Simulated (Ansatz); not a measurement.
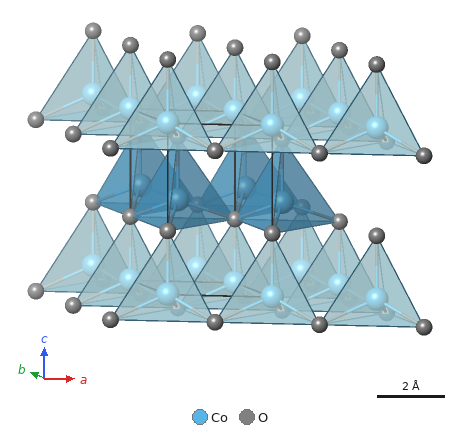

Starting structure of solid CoO (set up in P3m1) (coarse preliminary run). Style: polyhedral. Shown: the cell of the calculation, repeated 2 × 2 × 1 with one cell outlined, slightly off an axis.

Level of theory: DFT PBEsol, scalar-relativistic, plane waves, PAW (Ansatz 0.2.0).

Input file:
```yaml
crystal:
  lattice:
    - [3.1976457435, 0.0, 0.0]
    - [-1.5988228718, 2.7692424462, 0.0]
    - [0.0, 0.0, 5.22870971]
  atoms:
    - { symbol: Co, position: [0.0, 0.0, 0.00347414], spin: -2.29 }
    - { symbol: Co, position: [0.33333333, 0.66666667, 0.50336241], spin: 2.29 }
    - { symbol: O, position: [0.0, 0.0, 0.37160885], spin: 0.17 }
    - { symbol: O, position: [0.33333333, 0.66666667, 0.8715556], spin: -0.17 }
basis:
  ecutwfc: 420
kpoints:
  mp_grid: { grid: [6, 6, 4] }
hamiltonian:
  xc: pbesol
scf:
  occupations: { method: gaussian, width: 0.1 }
output:
  forces: true
  stress: true
  eigenvalues: true
  populations: true
magnetization:
  spin_polarized: true
relax:
  adjacent_minimum: "off"
  f_tol: 0.05
  max_steps: 80
  cell: { stress_tol: 0.5 }
```

Launched with:
```bash
ansatz run input.yaml --threads 1 --pin off --max-ram 2560MiB --backend cpu --events-out ev --progress --plain --runs-dir out
```

Q: Where does the relaxation end?

A: Over 4 accepted moves (6 points after the start) the energy falls by 36.7 meV per atom. The largest force component goes from 0.11 to 0.0084 eV/Å. Pressure: −9.89 GPa at the start and 0.00 GPa at the end. At 2 points the geometry stayed and the basis and grid were re-selected for the new cell (energy shift of 2.7 meV per atom at most each time). The largest moves relative to the cell, 0.021 Å, are those of Co2, O3 and O4. Co2 goes along +c. Largest moves by element: Co 0.021 Å, O 0.021 Å. Cell: a = b 3.198 → 3.058 Å (−4.4 %), c 5.229 → 5.214 Å (−0.3 %). Volume −8.8 %. Among the contacts that change: Co1–O4 1.971 → 1.910 Å, Co2–O4 1.925 → 1.878 Å, Co1–O3 1.925 → 1.878 Å. Bond angles that change, for instance: Co2–O3–Co2 108.5° → 106.3°, O4–Co1–O4 108.4° → 106.3°. The space group stays P6_3mc (No. 186).

The end point in the same view:

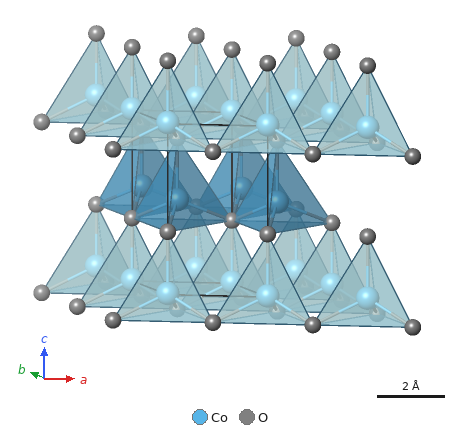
